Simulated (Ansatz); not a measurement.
WSe

```cif
data_structure
_symmetry_space_group_name_H-M 'P 1'
_symmetry_Int_Tables_number 1
_cell_length_a 3.2982
_cell_length_b 3.2982
_cell_length_c 8.1155
_cell_angle_alpha 90.000
_cell_angle_beta 90.000
_cell_angle_gamma 120.000
_cell_volume 76.45
loop_
_atom_site_label
_atom_site_type_symbol
_atom_site_fract_x
_atom_site_fract_y
_atom_site_fract_z
_atom_site_occupancy
W1 W 0.00000 0.00000 0.00000 1
W2 W 0.00000 0.00000 0.50000 1
Se1 Se 0.33333 0.66667 0.25000 1
Se2 Se 0.66667 0.33333 0.75000 1
```

Space group P6₃/mmc; started from the nickel arsenide prototype, which need not be the ambient phase; computed pressure about −24 GPa in this cell; the program warned that a starting moment wasn't kept; spin-polarised, but the moments vanished.

Theory: Ansatz, DFT PBEsol, scalar-relativistic, plane waves, PAW.

Core electrons are frozen (PAW), and the valence fields are smoothed inside the atomic spheres.

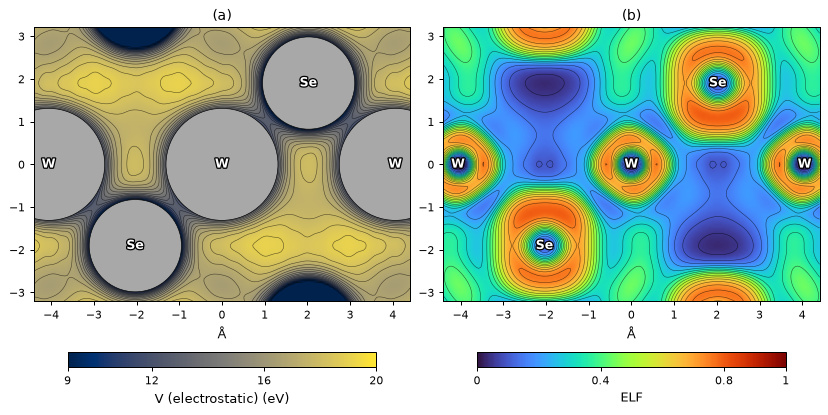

Figure 1. (a) electrostatic potential energy of an electron; (b) ELF on the (110) plane of the conventional cell. Grey discs cover the atomic cores in the potential map.

> Read the bonding off the picture.

The plane passes through W and Se nuclei.
W–Se (2.78 Å): the ELF is about 0.40 at the midpoint.
The features right at W lie inside the PAW spheres, where the map follows smoothed inner orbitals and isn't to be read closely.
Outside the cores the potential energy rises away from the atoms and is highest about 2.1 Å from the nearest atoms; its zero is arbitrary.

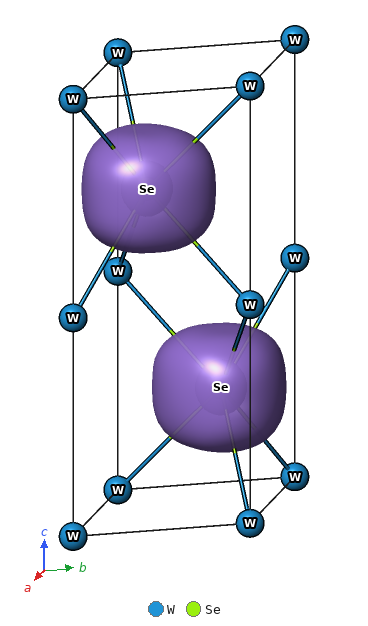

Figure 2. Isosurface of the ELF at 0.55 (purple), seen slightly off an axis. Core shells and regions of very low density are left out. Sticks mark near contacts.

> Identify the bonds, lone pairs and shells in this picture.

At this value the surface marks out two regions wrapped around Se (the valence shell of each), counted in one cell of 4 atoms. Any copies at cell faces, edges or corners count once.

> Metal or insulator at this level of theory?

It is gapless in this calculation (a metal or semimetal); semilocal functionals without U, or without the true magnetic order, often close the gap of such compounds.
